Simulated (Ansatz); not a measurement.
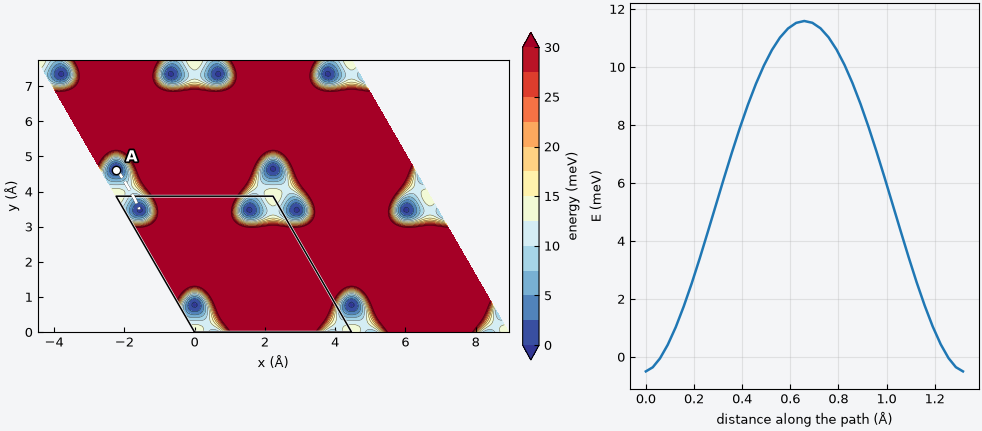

Si on a W(111) slab cut from the Im-3m phase, its upper half relaxed before the scan (6 atoms of substrate and one adsorbate in a 1 × 1 cell). Si is moved over the surface cell at a fixed height above a rigid substrate; the origin of the map has the adsorbate above W6; the height is held at 2.80 Å. Places are given modulo a cell vector. The map is drawn in real space over the plane of the surface. The scan uses a 9 × 9 grid; 19 points were computed and 62 follow by symmetry. Energies are in meV, from the lowest grid point. The runs have no spin polarisation, so an open-shell adsorbate far from the surface lies too high. With one adsorbate in each 1 × 1 cell, its nearest image is 4.5 Å away, so neighbouring adsorbates interact. At a fixed height the lowest place need not be the adsorption site. All numbers below come from DFT PBE+D3(BJ), scalar-relativistic, plane waves, PAW in Ansatz. Settings: cutoff 420 eV, k-mesh 6×6×1, gaussian smearing 0.1 eV, no spin polarisation.

The picture shows filled contours, a line along the lowest path, the outline of one cell of the 2 × 2 shown, one colour for all values above the top of the scale, the energy along the path at the right, the start A. Between grid points the surface is interpolated.

> Describe the path and its barrier.

The easiest path leads from the well at about (0.10, 0.19) of the cell vectors to a well of about the same depth at (1/9, 8/9) of the cell vectors [nearest 1 W at 2.93 Å]. Its highest point lies about 12 meV above the bottom of the first well on the interpolated surface, at about (0.11, 0.05) of the cell vectors. This is the barrier on the constrained surface; relaxing the other coordinates would change it.

PAW datasets: the set soft_1.
